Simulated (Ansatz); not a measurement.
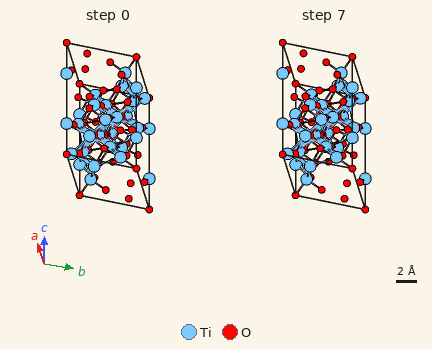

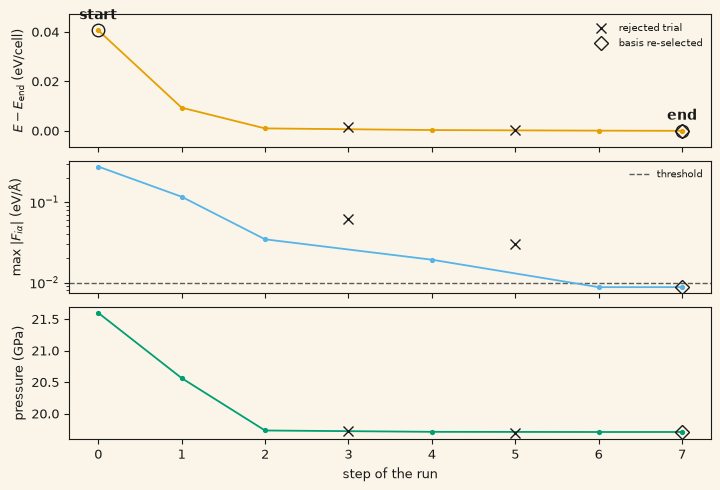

First and last geometry of a relaxation of crystalline Ti8O13 (set up in R-3), with the history of the run. Style: ball-and-stick. Shown: the conventional cell (3 times the calculation's cell), from a free direction. Lengths and directions refer to the drawn axes.

Case: volume × 0.91, shape and atoms relaxed.

The calculation used DFT PBEsol, scalar-relativistic, plane waves, PAW in Ansatz.

The input:
```yaml
crystal:
  lattice:
    - [3.7209097762, 2.1482682609, 4.4992944891]
    - [-3.7209097762, 2.1482682609, 4.4992944891]
    - [0.0, -4.2965365218, 4.4992944891]
  atoms:
    - { symbol: Ti, position: [0.683948025, 0.9467148498, 0.1207468568] }
    - { symbol: Ti, position: [0.7241700319, 0.7241700319, 0.7241700319] }
    - { symbol: Ti, position: [0.1207468568, 0.683948025, 0.9467148498] }
    - { symbol: Ti, position: [0.0532851502, 0.8792531432, 0.316051975] }
    - { symbol: Ti, position: [0.9467148498, 0.1207468568, 0.683948025] }
    - { symbol: Ti, position: [0.8792531432, 0.316051975, 0.0532851502] }
    - { symbol: Ti, position: [0.2758299681, 0.2758299681, 0.2758299681] }
    - { symbol: Ti, position: [0.316051975, 0.0532851502, 0.8792531432] }
    - { symbol: O, position: [0.0, 0.0, 0.0] }
    - { symbol: O, position: [0.7317585533, 0.835252013, 0.4207747396] }
    - { symbol: O, position: [0.3571171002, 0.9527200999, 0.210139736] }
    - { symbol: O, position: [0.4207747396, 0.7317585533, 0.835252013] }
    - { symbol: O, position: [0.0472799001, 0.789860264, 0.6428828998] }
    - { symbol: O, position: [0.789860264, 0.6428828998, 0.0472799001] }
    - { symbol: O, position: [0.835252013, 0.4207747396, 0.7317585533] }
    - { symbol: O, position: [0.164747987, 0.5792252604, 0.2682414467] }
    - { symbol: O, position: [0.210139736, 0.3571171002, 0.9527200999] }
    - { symbol: O, position: [0.9527200999, 0.210139736, 0.3571171002] }
    - { symbol: O, position: [0.5792252604, 0.2682414467, 0.164747987] }
    - { symbol: O, position: [0.6428828998, 0.0472799001, 0.789860264] }
    - { symbol: O, position: [0.2682414467, 0.164747987, 0.5792252604] }
basis:
  ecutwfc: 420
kpoints:
  mp_grid: { grid: [6, 6, 6] }
hamiltonian:
  xc: pbesol
scf:
  occupations: { method: gaussian, width: 0.02 }
output:
  forces: true
  stress: true
  eigenvalues: true
relax:
  adjacent_minimum: "off"
  f_tol: 0.01
  max_steps: 30
  cell: { stress_tol: 0.1, fix: [volume] }
```

Command:
```bash
ansatz run input.yaml --threads 4 --pin off --max-ram 10240MiB --backend cpu --events-out ev --progress --plain --runs-dir out
```

Did the run converge, and what did it change?

It converged. The largest moves relative to the cell, 0.035 Å, are those of O10, O12, O15, O16, O19 and O21. O12 goes along [1 −3 0]. By element the largest moves are O 0.035 Å, Ti 0.013 Å. The drawn cell changes at constant volume: a = b 7.442 → 7.436 Å (−0.1 %), c 13.498 → 13.518 Å (+0.1 %). Near-neighbour distances that change, for instance: Ti1–Ti8 2.909 → 2.893 Å, Ti1–Ti7 2.888 → 2.875 Å, Ti1–O19 1.992 → 2.005 Å, Ti1–O20 2.042 → 2.055 Å. The space group stays R-3 (No. 148). After 4 accepted moves (7 points after the start) the energy has fallen by 40.7 meV per cell of the calculation. Largest force component: 0.28 eV/Å at the start, 0.0088 eV/Å at the end. Pressure: 21.60 GPa at the start and 19.71 GPa at the end. The line search rejected the trial steps at points 3, 5 of the run. At 1 point the geometry stayed and the basis and grid were re-selected for the new cell (energy shift of 0.1 meV per cell of the calculation at most each time).
